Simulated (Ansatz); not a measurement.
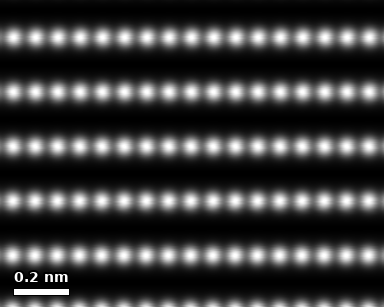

Dark-field STEM-like image of Co. The image is simulated as a sum over atoms of Z^1.8, blurred by a 0.50 Å probe (no channelling). The probe carries 25 % of its weight in a tail 2.5 times as wide. The display is stretched by a gamma of 0.8; percentages refer to the linear signal. A slight drift was added.

**What two-dimensional lattice does the image show, and how large is its cell?**

The pattern repeats on a rectangular net of 0.8 × 2.0 Å.

**What is the plane group of the image?**

p2mm: mirror lines in two perpendicular directions, with twofold points where they cross.

**How many columns does the smallest repeating cell hold, and how many levels of brightness?**

1 column in the primitive cell of 1.6 Å², all of one brightness.

The crystal is Co (Im-3m, No. 229) seen along [211]. Structure used: the input geometry of an electronic-structure calculation (not necessarily at equilibrium); the starting structure was generated, so it need not be a known form of this composition.
